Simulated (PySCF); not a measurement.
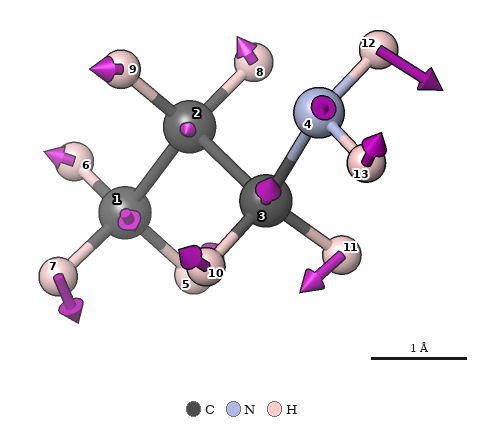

This is a relaxation of C$_{3}$H$_{9}$N. The starting structure is drawn; purple arrows show the displacements, 10 times their true length. The two geometries are superimposed by the best rigid fit.

The picture is a ball-and-stick view, seen from a free direction.

The start comes from GFN2-xTB. Its atoms were then displaced at random by about 0.01 Å.

The calculation used PBE0-D3(BJ)/def2-SVP geometry optimisation, gas phase (PySCF). 

Describe the change and its energy.

The largest move after the best rigid fit is that of H12, 0.083 Å. By element the largest moves are H 0.083 Å, C 0.042 Å, N 0.041 Å. Near-neighbour distances that change, for instance: C3–N4 1.502 → 1.449 Å, N4–H13 0.977 → 1.017 Å, C2–H9 1.075 → 1.103 Å, C1–C2 1.491 → 1.519 Å. Among the angles between lasting bonds that change: H12–N4–H13 110.0° → 106.2°, H10–C3–H11 108.6° → 105.7°, N4–C3–H11 111.7° → 114.4°. Over 7 geometry steps the energy falls by 3.56 kcal/mol.
